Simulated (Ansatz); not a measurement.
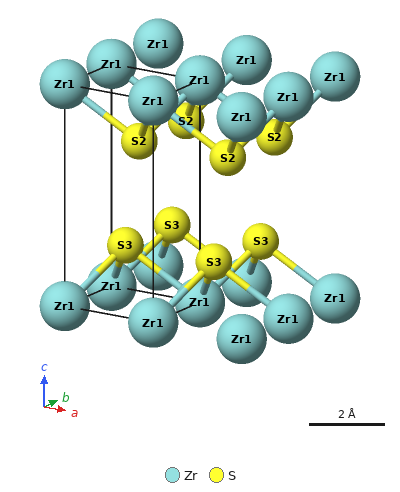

Figure 1. The input geometry (ball-and-stick view of the cell of the calculation, repeated 2 × 2 × 1, seen slightly off an axis; atoms are numbered from 1 in the order of the input). An atom can appear more than once, as a periodic image. Near neighbours in the periodic cell (some may lie outside the picture): Zr has 6 S at 2.57 Å; S has 3 Zr at 2.57 Å.

**Single-point calculation, with input and output: ZrS2**

ZrS2 (3 atoms in the cell), computed with DFT PBE, scalar-relativistic, plane waves, PAW, no spin polarisation (Ansatz 0.2.0).

The structure derives from a Materials Project entry. Figures and captions count atoms from 1; the log counts them from 0 in places.

### Output
```
Engine: ansatz 0.2.0, x86_64-unknown-linux-gnu
Pseudopotentials: kind: paw
Pseudopotential: Zr, paw, valence charge 12, recommended cutoff 420 eV (normal), Zr.paw.azcp
Pseudopotential: S, paw, valence charge 6, recommended cutoff 420 eV (normal), S.paw.azcp
Functional definition: PBE
  parameter kappa = 0.804
  parameter beta = 0.06672455060314922
  exchange = pbe_x(kappa = kappa, mu = beta*pi^2/3)
  correlation = pbe_c(beta = beta)
Crystal: 3 atoms, lattice volume = 71.289 Å³
Basis set: ecut = 420 eV, 1389 PW (Γ), exchange–correlation on 50×50×90 points (8 copies of the dense FFT grid, shifted against one another)
Bands: 16, of which v1, the nominal top of the filled ones, is band 12 counted from 1 (11 counted from 0)
Symmetry: 12 space group operations
Space group: P-3m1 (ITA 164), of the structure as read, at distance tolerance 4.1e-5 Å
k-points: 24 of 144
Non-local potential: Zr, projectors of the file, l = 0: 3, l = 1: 2, l = 2: 2, l = 3: 2
Non-local potential: S, projectors of the file, l = 0: 2, l = 1: 2, l = 2: 2
PAW form: soft (Blöchl's): semilocal exchange-correlation on the pseudo side does not see the compensation charge
PAW one-centre angular grid: Zr, 590 points (default); XC on 64 Gauss nodes
PAW one-centre angular grid: S, 110 points (default); XC on 64 Gauss nodes
Initial density: superposition of atomic densities (neutral atoms: chi_scale 0, normalization atom), corrected by the library's trained network
Initial wavefunctions: pseudopotential atomic-orbital guess
Functional: x = pbe(κ = 0.804, μ = 0.2195149727645171), c = pbe(β = 0.06672455060314922)
SCF iter   1: F=—  HF=-5992.629312 eV  |F-HF|=—  |Δ(HF+E_count)|=         —  Δρ=1.19e-3  dr2=1.48e-3  ethr=1.77e-3  ⟨swp⟩=5.2  Hψ=2101  notcnv=0
preconditioner: auto → Resta (q_TF=auto, 2.276 Å⁻¹)  ε∞=6.2  [insulator: Δε(μ)=1.069 eV  Ē_g=7.723 eV  σ=0.100 eV  W_gap=1.00  n_scr=22 (ndim 8)  ℏωp=17.6 eV  f_vac=0.029  D(μ)=0.00/eV (n_scr^D=0)  ε∞_Penn≈6.2]
SCF iter   2: F=—  HF=-5992.628613 eV  |F-HF|=—  |Δ(HF+E_count)|=   6.99e-4  Δρ=6.35e-4  dr2=3.62e-4  ethr=6.19e-6  ⟨swp⟩=2.2  Hψ=781  notcnv=0
SCF iter   3: F=—  HF=-5992.628822 eV  |F-HF|=—  |Δ(HF+E_count)|=   2.09e-4  Δρ=1.35e-4  dr2=1.33e-5  ethr=1.51e-6  ⟨swp⟩=2.0  Hψ=540  notcnv=0
SCF iter   4: F=—  HF=-5992.628829 eV  |F-HF|=—  |Δ(HF+E_count)|=   7.20e-6  Δρ=4.02e-5  dr2=2.16e-6  ethr=5.54e-8  ⟨swp⟩=2.0  Hψ=559  notcnv=0
SCF iter   5: F=—  HF=-5992.628830 eV  |F-HF|=—  |Δ(HF+E_count)|=   1.29e-6  Δρ=1.25e-5  dr2=2.55e-7  ethr=8.99e-9  ⟨swp⟩=2.0  Hψ=549  notcnv=0
SCF iter   6: F=—  HF=-5992.628830 eV  |F-HF|=—  |Δ(HF+E_count)|=   1.47e-7  Δρ=7.69e-6  dr2=1.04e-7  ethr=4.17e-10  ⟨swp⟩=5.5  Hψ=1514  notcnv=0
SCF iter   7: F=-5992.628830 eV  HF=-5992.628830 eV  |F-HF|=2.20e-9  |Δ(HF+E_count)|=   2.79e-9  Δρ=1.75e-6  dr2=4.03e-9  ethr=4.17e-10  ⟨swp⟩=4.1  Hψ=1226  notcnv=0
SCF 1 converged in 7 iterations: F = -5992.628830 eV  dr2 = 4.03e-9
  greatest PAW one-centre occupation: 0.995 electrons in one spin orbital (limit 2), on the Zr atom at site 0 (counted from 0), in its partial waves of l = 0
SCF converged after 7 iterations
Free energy (F): -5992.628830 eV
Harris-Foulkes:  -5992.628830 eV  (|F-HF|=2.20e-9)
Internal energy: -5992.628830 eV  (E = F + TS)
E sigma→0 (E₀):  -5992.628830 eV
Fermi energy:    6.929339 eV
--- Per-component energies (eV) ---
  E_band       = -178.977407
  E_kinetic    = 546.065098
  E_local      = -1385.225017  (includes V_loc(G=0)·N_el)
  E_nonlocal   = 134.516078
  E_hartree    = 490.735282
  E_xc         = -356.648288
  E_vxc        = -366.653680  (∫ρ·V_xc dr)
  E_paw        = -4153.788731  (= ΣΔE_a)
  E_vpaw       = -89.151558  (= ΣTr[D̂ρ^β])
  E_aug_tail   = 0.000027  (compensation charges beyond the density's cutoff)
  E_ewald      = -1268.283280
  E_smearing   = -0.000000  (= −TS)
  E_closure    = 0.000000  (closes the sum)
  Σ components = -5992.628830   (vs F -5992.628830, Δ=0.00e0)
--- Forces (eV/Å), atoms counted from 1 ---
  atom   1  Zr     0.00000000    -0.00000000     0.00000000
  atom   2  S      0.00000000     0.00000000    -0.03771260
  atom   3  S      0.00000000    -0.00000000     0.03771260
  max |Σ_I F_I| component: 5.26e-31 eV/Å
--- Stress (GPa, compression-positive) ---
        0.222337       0.000000      -0.000000
        0.000000       0.222337       0.000000
        0.000000       0.000000       1.144712
  P = ⅓ Tr σ = 0.5298 GPa (5.298 kbar)
--- Band table (eV; the first three rows and the last of 24) ---
  k-point 0: bands = ["-42.5534", "-20.6117", "-20.4635", "-20.4635", "-6.1353", "-4.7390", "2.2355", "3.6634", "3.6634", "6.3459", "6.3459", "6.3875", "8.0189", "8.0189", "8.8626", "11.4336"]
  k-point 1: bands = ["-42.5534", "-20.6119", "-20.4635", "-20.4635", "-6.0527", "-4.8719", "2.5957", "3.6769", "3.6769", "5.6603", "6.2970", "6.2970", "8.0062", "8.0062", "9.0697", "11.5725"]
  k-point 2: bands = ["-42.5534", "-20.6121", "-20.4635", "-20.4635", "-5.9494", "-5.0236", "3.1243", "3.6907", "3.6907", "4.8647", "6.2489", "6.2489", "7.9933", "7.9933", "9.1799", "11.7196"]
  k-point 23: bands = ["-42.5338", "-20.6324", "-20.6324", "-20.5512", "-4.9009", "-4.9009", "3.0490", "3.0490", "3.4017", "4.5926", "4.6914", "4.6914", "8.7230", "9.3662", "9.3662", "11.9342"]
```

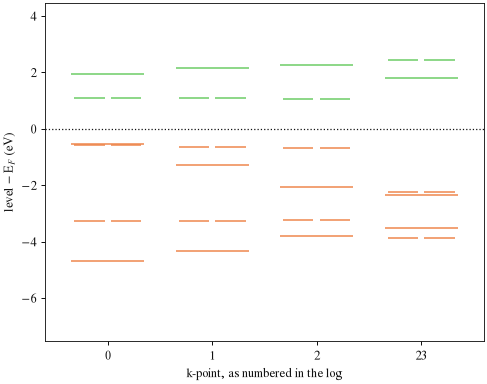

Figure 2. Kohn–Sham levels near the Fermi level (dotted) at the few k-points that the log prints; levels within 0.02 eV of each other stand side by side. Among these points the highest filled and lowest empty levels are 1.61 eV apart; the gap on the full mesh, 1.07 eV, has an edge at a point that isn't printed.

The run was set up as follows.

### The input
```yaml
crystal:
  lattice:
    - [3.6913825498, 0.0, 0.0]
    - [-1.8456912749, 3.1968310632, 0.0]
    - [0.0, 0.0, 6.04107701]
  atoms:
    - { symbol: Zr, position: [0.0, 0.0, 0.0] }
    - { symbol: S, position: [0.66666667, 0.33333333, 0.76209003] }
    - { symbol: S, position: [0.33333333, 0.66666667, 0.23790997] }
basis:
  ecutwfc: 420
kpoints:
  mp_grid: { grid: [6, 6, 4] }
hamiltonian:
  xc: pbe
scf:
  occupations: { method: gaussian, width: 0.1 }
output:
  forces: true
  stress: true
  eigenvalues: true
```

Run as:
```bash
ansatz run input.yaml --threads 4 --pin off --max-ram 10240MiB --backend cpu --events-out ev --progress --plain --runs-dir out
```

### Results in brief

| quantity | value |
| --- | --- |
| outcome | converged |
| space group (tolerance 0.01 Å) | P-3m1 (164) |
| electrons treated | 24 |
| free energy | −5992.6288 eV |
| Fermi energy | 6.929 eV |
| gap on the k-point mesh | 1.07 eV |
| pressure | 0.53 GPa |
| largest force (length of the vector) | 0.038 eV/Å |
| hardware | 4 threads of Oxide Virtual Turin-like (Zen 5), 32 GiB of memory available, shared host |
| wall time | 3.2 s (CPU time 4.7 s) |
| peak memory | 0.4 GiB |
